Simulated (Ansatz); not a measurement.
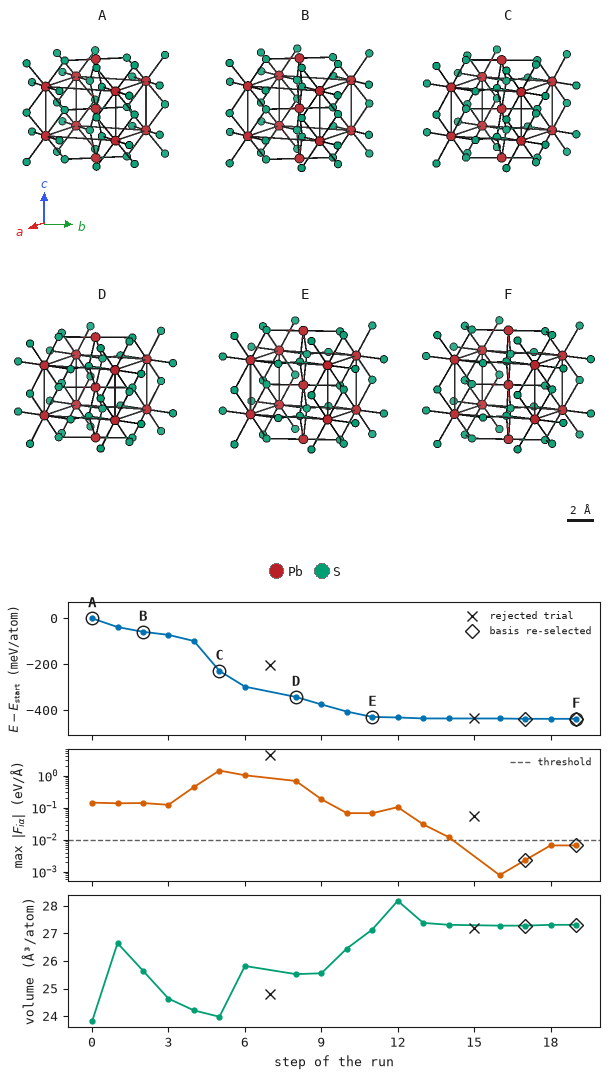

Frames of a relaxation of a crystal of PbS2 (built on the MgF2-58 type type), marked on the history of the run. The picture is a ball-and-stick view of the cell of the calculation, seen slightly off an axis.

The calculation used DFT, PBEsol, plane waves, PAW in Ansatz. Settings: plane-wave cutoff 420 eV; k-point mesh 4 × 4 × 6; occupations fermi dirac; smearing width 0.03 eV; no spin polarisation; cell and atoms relaxed; force threshold 0.01 eV/Å; at most 120 steps.

Q: What happens along the run?

A: The energy falls by 437 meV per atom in 15 accepted moves (19 points after the start). The largest force component goes from 0.14 to 0.0067 eV/Å. Pressure: 5.82 GPa at the start and 0.01 GPa at the end. The line search rejected the trial steps at points 7, 15 of the run. The SCF was repeated twice at an unchanged geometry on a basis and grid sized afresh for the cell, which shifted the energy by 1.5 meV per atom at most. The largest moves relative to the cell, 0.95 Å, are those of S atoms. Pb stays in place. The volume changes by +14.7 %, with a 5.948 → 5.385 Å (−9.5 %), b 6.064 → 6.969 Å (+14.9 %), c 3.960 → 4.367 Å (+10.3 %). Among the contacts that change: S–S 4.039 → 2.078 Å, Pb–S 2.595 → 2.962 Å, Pb–S 2.581 → 2.937 Å. New bonds form: S–S (4.04 → 2.08 Å). Among the angles between lasting bonds that change: Pb–S–Pb 129.8° → 112.9°, S–Pb–S 99.5° → 95.0°, Pb–S–Pb 99.5° → 95.0°. The space group stays Pnnm (No. 58). Cost: 62 s on 2 threads of AMD EPYC 7R13 Processor (Zen 3), with other jobs on the host, peak memory 0.71 GiB. From step 0 to 2: S atoms move most (0.31 Å), volume +7.7 %, energy −58.7 meV per atom. From step 2 to 5: S atoms move most (0.59 Å), volume −6.5 %, energy −170 meV per atom. From step 5 to 8: S atoms move most (0.16 Å), volume +6.4 %, energy −113 meV per atom. From step 8 to 11: S atoms move most (0.20 Å), volume +6.3 %, energy −87.0 meV per atom. From step 11 to 19: S atoms move most (0.10 Å), volume +0.6 %, energy −8.3 meV per atom.

```tsv
step	E − E(0), meV/atom	largest force component, eV/Å	pressure, GPa	volume, Å³/atom	note
0	0.00	0.1446	5.82	23.806	
1	-37.91	0.1380	-1.96	26.646	
2	-58.69	0.1405	-1.13	25.645	
3	-72.03	0.1237	0.02	24.634	
4	-98.71	0.4446	0.57	24.206	
5	-228.78	1.4547	1.96	23.976	
6	-297.29	1.0345	-2.77	25.818	
7	-200.94	4.5928	6.93	24.798	rejected
8	-342.03	0.6879	-1.15	25.522	
9	-374.66	0.1855	0.50	25.552	
10	-405.71	0.0683	0.29	26.449	
11	-429.04	0.0677	0.33	27.139	
12	-431.46	0.1047	-1.24	28.180	
13	-435.59	0.0303	-0.05	27.380	
14	-435.75	0.0121	-0.01	27.311	
15	-435.73	0.0565	0.15	27.206	rejected
16	-435.81	0.0008	0.00	27.281	
17	-437.27	0.0023	0.09	27.281	same geometry, new basis
18	-437.33	0.0067	0.01	27.310	
19	-437.33	0.0067	0.01	27.310	same geometry, new basis
```
